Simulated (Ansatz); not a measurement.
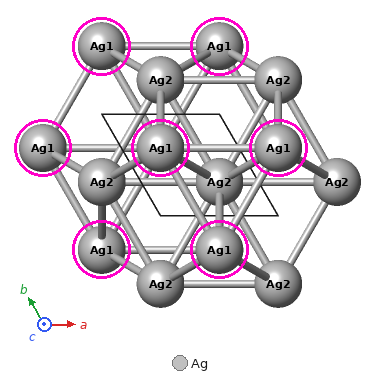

The system is Ag (P6_3/mmc, No. 194; 2 atoms in the cell); the picture shows the reference structure. 
- Atom Ag1 is moved over a plane while all other atoms and the cell stay fixed (its periodic images move with it) (x along [1 0 0], y along [1 2 0], z along [0 0 1] of the conventional cell).
- Coordinates scanned: (1) shift of Ag1 along x; (2) shift of Ag1 along y.
- The scan uses a 5 × 5 grid; 15 points were computed and 10 follow by symmetry.
- Energies: meV per cell, counted from the lowest grid point.
- The reference cell is the one listed in the database, not relaxed at this level.
- Level of theory: Ansatz, DFT PBEsol, scalar-relativistic, plane waves, PAW. Settings: cutoff 420 eV, k-mesh 18×18×10 in the order of the run's cell vectors, gaussian smearing 0.15 eV, no spin polarisation.

Its coordinates:

```yaml
crystal:
  lattice:
    - [2.93000, 0.00000, 0.00000]
    - [-1.46500, 2.53745, 0.00000]
    - [0.00000, 0.00000, 4.79000]
  atoms:
    - { symbol: Ag, position: [0.33333, 0.66667, 0.25000] }
    - { symbol: Ag, position: [0.66667, 0.33333, 0.75000] }
```

Range: shift of Ag1 along x from −0.6 to 0.6 Å; shift of Ag1 along y from −0.6 to 0.6 Å.

Predict the map.

Answer. The lowest grid point is at shift of Ag1 along x = 0.0 Å, shift of Ag1 along y = 0.0 Å. No other kind of well shows on this grid. The highest grid point, shift of Ag1 along x = −0.6 Å, shift of Ag1 along y = −0.6 Å, lies 372 meV above the lowest. Near the minimum the well is nearly round, with a curvature of about 0.77 eV/Å².

| shift of Ag1 along y ↓, shift of Ag1 along x → | −0.6 | −0.3 | 0.0 | 0.3 | 0.6 |
| --- | --- | --- | --- | --- | --- |
| 0.6 | 124 | 180 | 203 | 180 | 124 |
| 0.3 | 71 | 49 | 44 | 49 | 71 |
| 0.0 | 132 | 34 | 0 | 34 | 132 |
| −0.3 | 258 | 86 | 24 | 86 | 258 |
| −0.6 | 372 | 146 | 63 | 146 | 372 |

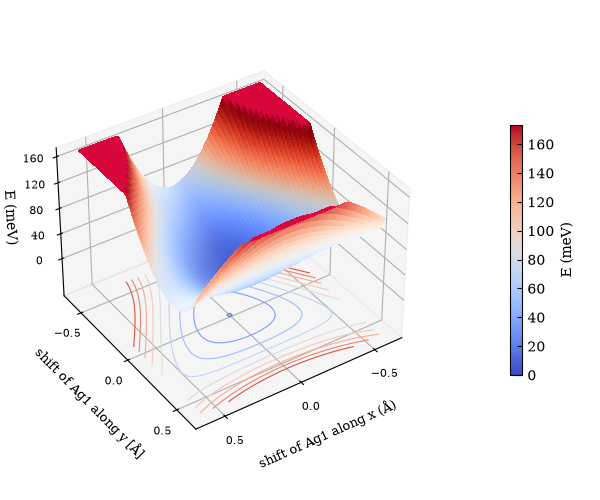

In the figure: a relief with its contours projected below, any walls above the top of the colour scale cut off. Between grid points the surface is interpolated.
